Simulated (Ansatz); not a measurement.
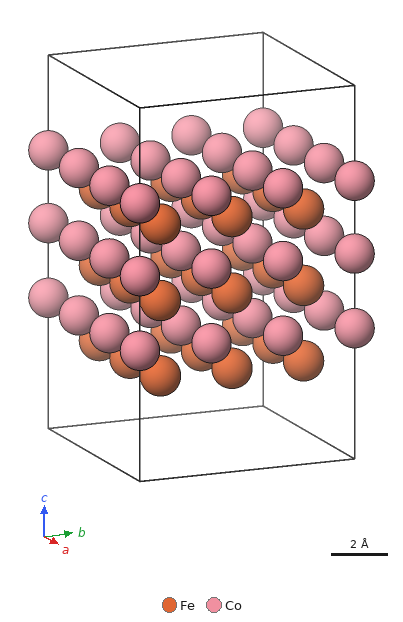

Figure 1. The input geometry (spheres-only view of the 3 × 3 repeat of the cell, with the vacuum cut short, seen slightly off an axis). An atom can appear more than once, as a periodic image.

**Run report: FeCo, single-point calculation (part 1 of 2)**

FeCo (slab, 6 atoms in the cell), computed with DFT, PBEsol, plane waves, PAW, spin-polarised (Ansatz 0.2.0).

The structure derives from an entry of the Crystallography Open Database. Figures and captions count atoms from 1; the log counts them from 0 in places.

### Log
```
Engine: ansatz 0.2.0, x86_64-unknown-linux-gnu
Pseudopotentials: kind: paw
Pseudopotential: Fe, paw, valence charge 16, recommended cutoff 420 eV (normal), Fe.paw.azcp
Pseudopotential: Co, paw, valence charge 17, recommended cutoff 420 eV (normal), Co.paw.azcp
Functional definition: PBEsol
  exchange = pbesol_x
  correlation = pbesol_c
Crystal: 6 atoms, lattice volume = 188.224 Å³
Basis set: ecut = 420 eV, 3717 PW (Γ), exchange–correlation on 40×40×324 points (8 copies of the dense FFT grid, shifted against one another)
Bands: 69, of which v1, the nominal top of the filled ones, is band 50 counted from 1 (49 counted from 0)
Symmetry: 1 space group operations
k-points: 52 of 100 (time reversal used)
Non-local potential: Fe, projectors of the file, l = 0: 3, l = 1: 2, l = 2: 3, l = 3: 1
Non-local potential: Co, projectors of the file, l = 0: 3, l = 1: 2, l = 2: 3, l = 3: 1
PAW form: soft (Blöchl's): semilocal exchange-correlation on the pseudo side does not see the compensation charge
PAW frozen core: Fe, regenerated for the run's functional, and the local potential with it (the file was generated under x = pbe(κ = 0.804, μ = 0.2195149727645171), c = pbe(β = 0.06672455060314922))
PAW frozen core: Co, regenerated for the run's functional, and the local potential with it (the file was generated under x = pbe(κ = 0.804, μ = 0.2195149727645171), c = pbe(β = 0.06672455060314922))
PAW one-centre angular grid: Fe, 590 points (default); XC on 64 Gauss nodes
PAW one-centre angular grid: Co, 590 points (default); XC on 64 Gauss nodes
Initial density: superposition of atomic densities (neutral atoms: chi_scale 0, normalization atom)
Starting moments: Σ|m| = 14.91 μB on 6 of 6 sites
Initial wavefunctions: pseudopotential atomic-orbital guess
Functional: x = pbesol(κ = 0.804, μ = 0.12345679012345678), c = pbesol(β = 0.046)
SCF iter   1: F=—  HF=-28621.968816 eV  |F-HF|=—  |Δ(HF+E_count)|=         —  Δρ=5.44e-2 (↑2.73e-2 ↓5.44e-2)  dr2=1.60e1  dr2_m=1.36e0  M=14.402 μB ∫|m|=14.562 μB  β_m=1.00  ethr=3.10e-3  p=0.000 e·Å  D=3.82e-7 V/Å  ΔV_dip=-0.00 eV  dr2_dipole=5.73e-1  V_vac-E_F(+/−)=7.30/7.30 eV  ⟨swp⟩=10.2  Hψ=38306  notcnv=0  defer=213
Mixer restart at iter 1: flushing history
efield: sawtooth ramp at fractional position 0.9775 (placed from the atoms, in the widest stretch of the axis that holds none; the zero of the levels goes with the place), width 0.0400; the density the first Hamiltonian is built on has a dipole p = 0.000 e·Å; the dipole correction subtracts the counter field D = 3.82e-7 V/Å, which shifts the + side's vacuum level by -0.00 eV against the − side's; the planar-averaged density in the ramp window peaks in size at 3.6e-6 e/Å³
preconditioner: resta → none: no Penn estimate of ε∞ (the spectrum reads as a metal's), so the residual is mixed unfiltered; type scf.mixing.eps_inf to filter at a value of your own  [metal: Δε(μ)=0.053 eV  Ē_g=7.714 eV  σ=0.100 eV  W_gap=0.28  ℏωp=19.3 eV]
SCF iter   2: F=—  HF=-28629.529818 eV  |F-HF|=—  |Δ(HF+E_count)|=    7.56e0  Δρ=1.05e-1 (↑4.93e-2 ↓1.05e-1)  dr2=5.16e2  dr2_m=4.67e0  M=12.360 μB ∫|m|=12.777 μB  β_m=1.00  ethr=3.10e-3  p=-0.328 e·Å  D=-3.15e-1 V/Å  ΔV_dip=7.56 eV  dr2_dipole=2.57e2  V_vac-E_F(+/−)=6.53/-1.03 eV  ⟨swp⟩=4.9  Hψ=16920  notcnv=0  defer=681  κ⁻¹=1.0e0(r=1)
density mixer auto → broyden: no gap read (density of states about μ 3.46 of a free-electron gas's, 46 screened modes)
SCF iter   3: F=—  HF=-28623.616705 eV  |F-HF|=—  |Δ(HF+E_count)|=    5.91e0  Δρ=8.51e-2 (↑2.33e-2 ↓8.51e-2)  dr2=2.16e2  dr2_m=3.18e0  M=13.257 μB ∫|m|=13.769 μB  β_m=1.00  ethr=3.10e-3  p=0.278 e·Å  D=2.67e-1 V/Å  ΔV_dip=-6.41 eV  dr2_dipole=9.92e1  V_vac-E_F(+/−)=1.17/7.58 eV  ⟨swp⟩=3.8  Hψ=12506  notcnv=1  defer=740  κ⁻¹=2.4e-2(r=2)
SCF iter   4: F=—  HF=-28619.854979 eV  |F-HF|=—  |Δ(HF+E_count)|=    3.76e0  Δρ=2.61e-2 (↑1.79e-2 ↓2.61e-2)  dr2=1.15e1  dr2_m=2.61e-1  M=14.095 μB ∫|m|=14.567 μB  β_m=1.00  ethr=3.10e-3  p=0.053 e·Å  D=5.10e-2 V/Å  ΔV_dip=-1.22 eV  dr2_dipole=9.32e-4  V_vac-E_F(+/−)=6.34/7.56 eV  ⟨swp⟩=3.3  Hψ=12164  notcnv=0  defer=800  κ⁻¹=1.1e-3(r=3)
SCF iter   5: F=—  HF=-28620.786545 eV  |F-HF|=—  |Δ(HF+E_count)|=   9.32e-1  Δρ=1.17e-2 (↑1.17e-2 ↓7.35e-3)  dr2=1.17e0  dr2_m=8.26e-2  M=14.037 μB ∫|m|=14.583 μB  β_m=1.00  ethr=3.10e-3  p=0.079 e·Å  D=7.60e-2 V/Å  ΔV_dip=-1.82 eV  dr2_dipole=2.76e-1  V_vac-E_F(+/−)=5.26/7.08 eV  ⟨swp⟩=2.1  Hψ=9488  notcnv=0  defer=808  κ⁻¹=9.4e-5(r=4)
SCF iter   6: F=—  HF=-28621.138535 eV  |F-HF|=—  |Δ(HF+E_count)|=   3.52e-1  Δρ=8.35e-3 (↑8.35e-3 ↓6.23e-3)  dr2=7.84e-1  dr2_m=3.72e-2  M=14.011 μB ∫|m|=14.575 μB  β_m=1.00  ethr=1.19e-3  p=0.072 e·Å  D=6.94e-2 V/Å  ΔV_dip=-1.67 eV  dr2_dipole=2.10e-1  V_vac-E_F(+/−)=5.04/6.71 eV  ⟨swp⟩=2.1  Hψ=8880  notcnv=0  defer=801  κ⁻¹=7.1e-6(r=5)
SCF iter   7: F=—  HF=-28622.099259 eV  |F-HF|=—  |Δ(HF+E_count)|=   9.61e-1  Δρ=4.01e-3 (↑3.52e-3 ↓4.01e-3)  dr2=1.73e-1  dr2_m=1.98e-3  M=13.923 μB ∫|m|=14.529 μB  β_m=1.00  ethr=7.92e-4  p=0.042 e·Å  D=4.05e-2 V/Å  ΔV_dip=-0.97 eV  dr2_dipole=4.87e-2  V_vac-E_F(+/−)=4.61/5.58 eV  ⟨swp⟩=2.3  Hψ=9973  notcnv=0  defer=804  κ⁻¹=3.2e-6(r=6)
SCF iter   8: F=—  HF=-28622.435782 eV  |F-HF|=—  |Δ(HF+E_count)|=   3.37e-1  Δρ=2.32e-3 (↑2.24e-3 ↓2.32e-3)  dr2=6.84e-2  dr2_m=8.04e-4  M=13.868 μB ∫|m|=14.481 μB  β_m=1.00  ethr=1.75e-4  p=0.026 e·Å  D=2.49e-2 V/Å  ΔV_dip=-0.60 eV  dr2_dipole=1.71e-2  V_vac-E_F(+/−)=4.49/5.09 eV  ⟨swp⟩=2.2  Hψ=10762  notcnv=0  defer=784  κ⁻¹=1.8e-6(r=7)
SCF iter   9: F=—  HF=-28622.701743 eV  |F-HF|=—  |Δ(HF+E_count)|=   2.66e-1  Δρ=1.67e-3 (↑1.67e-3 ↓1.67e-3)  dr2=2.84e-2  dr2_m=8.18e-4  M=13.797 μB ∫|m|=14.417 μB  β_m=1.00  ethr=6.91e-5  p=0.007 e·Å  D=6.66e-3 V/Å  ΔV_dip=-0.16 eV  dr2_dipole=4.71e-3  V_vac-E_F(+/−)=4.36/4.52 eV  ⟨swp⟩=2.1  Hψ=11782  notcnv=0  defer=790  κ⁻¹=4.0e-7(r=8)
SCF iter  10: F=—  HF=-28622.795084 eV  |F-HF|=—  |Δ(HF+E_count)|=   9.33e-2  Δρ=1.01e-3 (↑8.65e-4 ↓1.01e-3)  dr2=8.41e-3  dr2_m=1.36e-4  M=13.749 μB ∫|m|=14.377 μB  β_m=1.00  ethr=2.87e-5  p=-0.004 e·Å  D=-3.66e-3 V/Å  ΔV_dip=0.09 eV  dr2_dipole=1.08e-3  V_vac-E_F(+/−)=4.25/4.16 eV  ⟨swp⟩=2.2  Hψ=11261  notcnv=0  defer=784  κ⁻¹=5.7e-7(r=8)
SCF iter  11: F=—  HF=-28622.821836 eV  |F-HF|=—  |Δ(HF+E_count)|=   2.68e-2  Δρ=6.53e-4 (↑6.53e-4 ↓4.95e-4)  dr2=1.30e-3  dr2_m=3.75e-4  M=13.697 μB ∫|m|=14.332 μB  β_m=1.00  ethr=8.49e-6  p=-0.009 e·Å  D=-8.94e-3 V/Å  ΔV_dip=0.21 eV  dr2_dipole=1.46e-4  V_vac-E_F(+/−)=4.19/3.97 eV  ⟨swp⟩=2.6  Hψ=13664  notcnv=0  defer=786  κ⁻¹=1.8e-6(r=8)
SCF iter  12: F=—  HF=-28622.820903 eV  |F-HF|=—  |Δ(HF+E_count)|=   9.34e-4  Δρ=2.09e-4 (↑1.49e-4 ↓2.09e-4)  dr2=2.06e-4  dr2_m=1.18e-5  M=13.697 μB ∫|m|=14.329 μB  β_m=1.00  ethr=1.32e-6  p=-0.007 e·Å  D=-6.89e-3 V/Å  ΔV_dip=0.17 eV  dr2_dipole=9.94e-7  V_vac-E_F(+/−)=4.22/4.06 eV  ⟨swp⟩=2.5  Hψ=11045  notcnv=0  defer=784  κ⁻¹=1.8e-5(r=8)
SCF iter  13: F=—  HF=-28622.821713 eV  |F-HF|=—  |Δ(HF+E_count)|=   8.11e-4  Δρ=1.21e-4 (↑9.35e-5 ↓1.21e-4)  dr2=8.91e-5  dr2_m=3.50e-6  M=13.692 μB ∫|m|=14.324 μB  β_m=1.00  ethr=2.08e-7  p=-0.008 e·Å  D=-7.47e-3 V/Å  ΔV_dip=0.18 eV  dr2_dipole=3.32e-6  V_vac-E_F(+/−)=4.22/4.04 eV  ⟨swp⟩=2.3  Hψ=10662  notcnv=0  defer=784  κ⁻¹=1.7e-4(r=8)
SCF iter  14: F=—  HF=-28622.821897 eV  |F-HF|=—  |Δ(HF+E_count)|=   1.83e-4  Δρ=6.55e-5 (↑6.55e-5 ↓6.12e-5)  dr2=1.97e-5  dr2_m=1.93e-6  M=13.688 μB ∫|m|=14.320 μB  β_m=1.00  ethr=9.00e-8  p=-0.008 e·Å  D=-7.31e-3 V/Å  ΔV_dip=0.18 eV  dr2_dipole=1.68e-6  V_vac-E_F(+/−)=4.22/4.04 eV  ⟨swp⟩=2.2  Hψ=11628  notcnv=0  defer=784  κ⁻¹=5.8e-5(r=8)
SCF iter  15: F=—  HF=-28622.821915 eV  |F-HF|=—  |Δ(HF+E_count)|=   1.83e-5  Δρ=7.25e-5 (↑4.08e-5 ↓7.25e-5)  dr2=1.42e-4  dr2_m=1.74e-6  M=13.687 μB ∫|m|=14.319 μB  β_m=1.00  ethr=1.99e-8  p=-0.008 e·Å  D=-7.49e-3 V/Å  ΔV_dip=0.18 eV  dr2_dipole=7.48e-5  V_vac-E_F(+/−)=4.22/4.04 eV  ⟨swp⟩=2.0  Hψ=9862  notcnv=0  defer=780  κ⁻¹=3.2e-4(r=8)
SCF iter  16: F=—  HF=-28622.821916 eV  |F-HF|=—  |Δ(HF+E_count)|=   5.14e-7  Δρ=3.80e-5 (↑2.80e-5 ↓3.80e-5)  dr2=6.03e-6  dr2_m=5.63e-7  M=13.688 μB ∫|m|=14.320 μB  β_m=1.00  ethr=1.99e-8  p=-0.007 e·Å  D=-7.17e-3 V/Å  ΔV_dip=0.17 eV  dr2_dipole=1.19e-7  V_vac-E_F(+/−)=4.22/4.05 eV  ⟨swp⟩=1.8  Hψ=8065  notcnv=0  defer=780  κ⁻¹=5.8e-5(r=8)
SCF iter  17: F=—  HF=-28622.821927 eV  |F-HF|=—  |Δ(HF+E_count)|=   1.09e-5  Δρ=1.98e-5 (↑1.47e-5 ↓1.98e-5)  dr2=1.61e-6  dr2_m=1.83e-7  M=13.688 μB ∫|m|=14.320 μB  β_m=1.00  ethr=6.09e-9  p=-0.007 e·Å  D=-7.01e-3 V/Å  ΔV_dip=0.17 eV  dr2_dipole=2.12e-7  V_vac-E_F(+/−)=4.22/4.05 eV  ⟨swp⟩=2.0  Hψ=12288  notcnv=0  defer=780  κ⁻¹=4.1e-5(r=8)
SCF iter  18: F=—  HF=-28622.821933 eV  |F-HF|=—  |Δ(HF+E_count)|=   6.54e-6  Δρ=9.65e-6 (↑8.33e-6 ↓9.65e-6)  dr2=9.81e-7  dr2_m=3.61e-8  M=13.687 μB ∫|m|=14.319 μB  β_m=1.00  ethr=1.63e-9  p=-0.007 e·Å  D=-6.99e-3 V/Å  ΔV_dip=0.17 eV  dr2_dipole=1.46e-7  V_vac-E_F(+/−)=4.22/4.05 eV  ⟨swp⟩=2.6  Hψ=13193  notcnv=0  defer=780  κ⁻¹=1.8e-5(r=8)
SCF iter  19: F=—  HF=-28622.821934 eV  |F-HF|=—  |Δ(HF+E_count)|=   7.92e-7  Δρ=4.78e-6 (↑3.10e-6 ↓4.78e-6)  dr2=8.39e-8  dr2_m=6.30e-9  M=13.687 μB ∫|m|=14.319 μB  β_m=1.00  ethr=9.91e-10  p=-0.007 e·Å  D=-6.93e-3 V/Å  ΔV_dip=0.17 eV  dr2_dipole=2.72e-9  V_vac-E_F(+/−)=4.22/4.06 eV  ⟨swp⟩=2.0  Hψ=11284  notcnv=0  defer=780  κ⁻¹=4.2e-5(r=8)
SCF iter  20: F=—  HF=-28622.821934 eV  |F-HF|=—  |Δ(HF+E_count)|=   3.22e-7  Δρ=2.52e-6 (↑1.95e-6 ↓2.52e-6)  dr2=2.42e-8  dr2_m=2.39e-9  M=13.687 μB ∫|m|=14.318 μB  β_m=1.00  ethr=8.47e-11  p=-0.007 e·Å  D=-6.94e-3 V/Å  ΔV_dip=0.17 eV  dr2_dipole=1.71e-10  V_vac-E_F(+/−)=4.22/4.06 eV  ⟨swp⟩=3.0  Hψ=13755  notcnv=0  defer=780  κ⁻¹=3.1e-5(r=8)
SCF iter  21: F=—  HF=-28622.821934 eV  |F-HF|=—  |Δ(HF+E_count)|=   7.53e-8  Δρ=1.16e-6 (↑7.87e-7 ↓1.16e-6)  dr2=5.58e-9  dr2_m=5.60e-10  M=13.687 μB ∫|m|=14.318 μB  β_m=1.00  ethr=2.44e-11  p=-0.007 e·Å  D=-6.94e-3 V/Å  ΔV_dip=0.17 eV  dr2_dipole=2.38e-10  V_vac-E_F(+/−)=4.22/4.06 eV  ⟨swp⟩=2.4  Hψ=13109  notcnv=0  defer=780  κ⁻¹=2.1e-5(r=8)
SCF iter  22: F=-28622.821934 eV  HF=-28622.821934 eV  |F-HF|=4.30e-8  |Δ(HF+E_count)|=   1.10e-8  Δρ=3.10e-6 (↑1.05e-6 ↓3.10e-6)  dr2=4.96e-8  dr2_m=2.98e-9  M=13.687 μB ∫|m|=14.318 μB  ethr=5.64e-12  p=-0.007 e·Å  D=-6.94e-3 V/Å  ΔV_dip=0.17 eV  dr2_dipole=2.19e-10  V_vac-E_F(+/−)=4.22/4.06 eV  ⟨swp⟩=12.4  Hψ=39828  notcnv=0
SCF 1 converged in 22 iterations: F = -28622.821934 eV  dr2 = 4.96e-8
  greatest PAW one-centre occupation: 1.003 electrons in one spin orbital (limit 2), on the Fe atom at site 0 (counted from 0), in its partial waves of l = 1
```

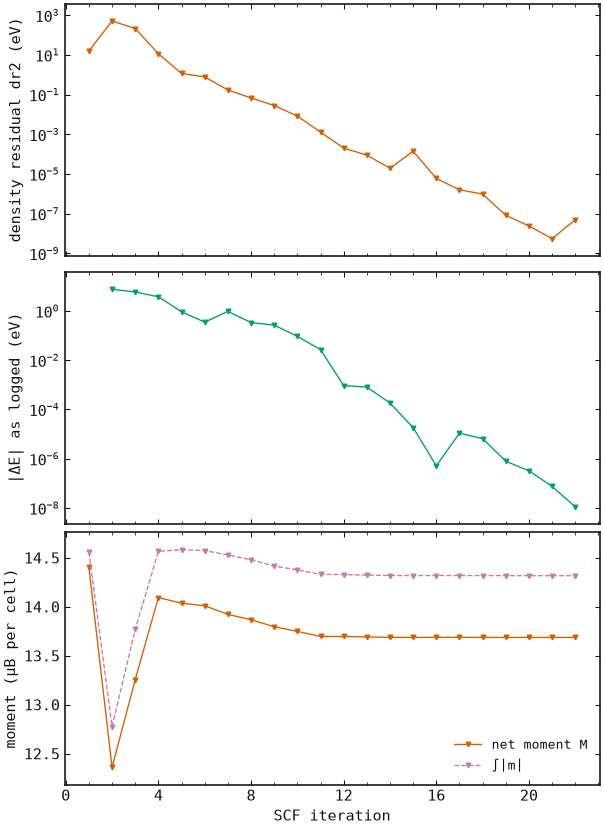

Figure 2. Convergence of the self-consistent field: density residual dr2, size of the energy change and magnetic moment against the SCF iteration. The residual falls unevenly and jumps up by a factor of two or more 3 times on the way down. The net moment goes from 14.4 to 13.7 μB per cell.
